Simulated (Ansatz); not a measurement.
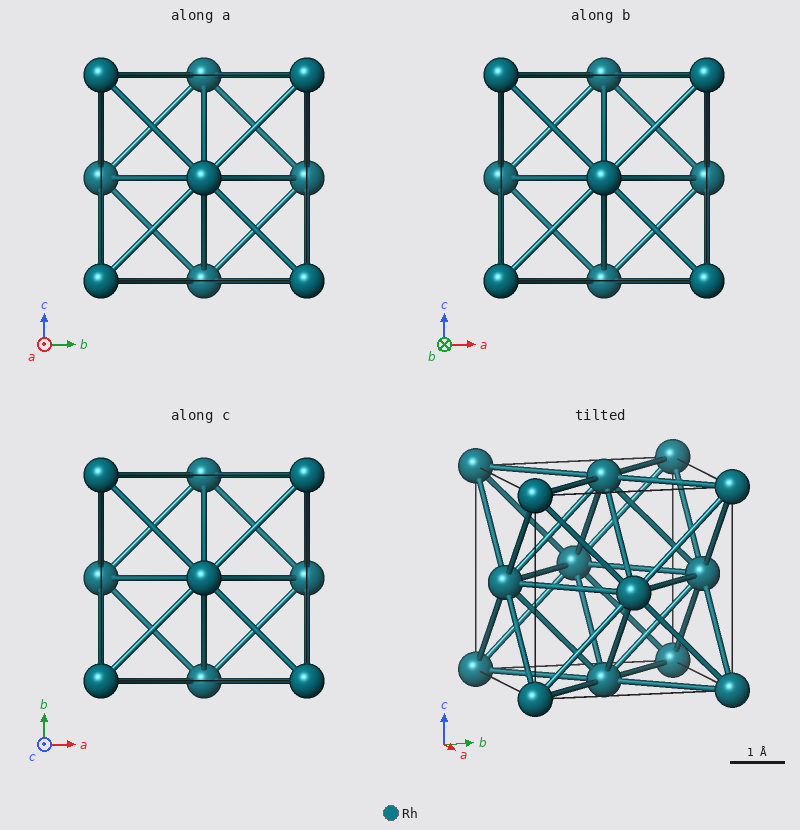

Shown here is a ball-and-stick view of the crystal, taken along the a axis, along the b axis, along the c axis and slightly off an axis. One conventional unit cell is framed, with atoms on its boundary repeated.

Lattice parameters: a = 3.8298 Å, b = 3.8298 Å, c = 3.8298 Å, α = 90.000°, β = 90.000°, γ = 90.000°.

Set out the cell and atoms as a CIF in P1 with every atom of the cell.

Answer.
```cif
data_structure
_symmetry_space_group_name_H-M 'P 1'
_symmetry_Int_Tables_number 1
_cell_length_a 3.8298
_cell_length_b 3.8298
_cell_length_c 3.8298
_cell_angle_alpha 90.000
_cell_angle_beta 90.000
_cell_angle_gamma 90.000
_cell_volume 56.17
loop_
_atom_site_label
_atom_site_type_symbol
_atom_site_fract_x
_atom_site_fract_y
_atom_site_fract_z
_atom_site_occupancy
Rh1 Rh 0.0000 0.0000 0.0000 1
Rh2 Rh 0.0000 0.5000 0.5000 1
Rh3 Rh 0.5000 0.0000 0.5000 1
Rh4 Rh 0.5000 0.5000 0.0000 1
```

The structure comes from a structure type filled with this element by a generator (whether the element takes this form wasn't checked). A relaxation with Ansatz, DFT PBE, scalar-relativistic, plane waves, PAW gave the geometry drawn.
